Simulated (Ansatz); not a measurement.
Consider HfN.

```
Hf N
1.0
     4.86707    2.43353    2.43353
     0.00000   -2.43353    2.43353
     0.00000   -2.43353   -2.43353
Hf N
2 2
Direct
  0.50000 0.50000 0.99772
  0.00000 0.00000 0.99772
  0.25000 0.50000 0.27906
  0.75000 0.00000 0.27906
```

Space group Cm; a structure from a database of computed crystals, not necessarily the ambient phase; not relaxed (largest force 1.4 eV/Å).

Method: Ansatz, DFT PBEsol, scalar-relativistic, plane waves, PAW.

Predict the valence pseudo-density and electron localisation function between the atoms.

Hf–N (2.20 Å): the density is about 0.62 e/Å³ at the midpoint; the ELF peaks at about 0.80 in the valence shell of N, 0.7 Å from its nucleus, and drops to about 0.20 between the two atoms (no shared electron pair shows on this line).

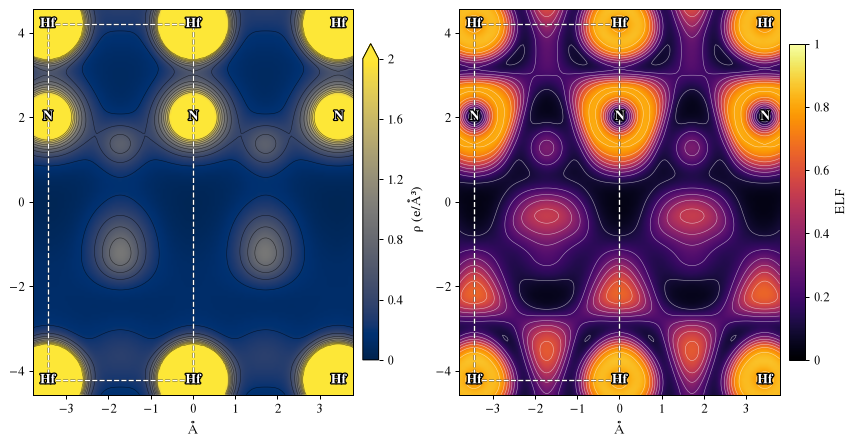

Computed valence pseudo-density and electron localisation function on the (101) plane of the conventional cell, in this order. Atoms just off the plane (N, 0.9 Å away) can leave unmarked features too.

The density is the valence pseudo-density of a PAW calculation; it isn't the true density close to the nuclei.
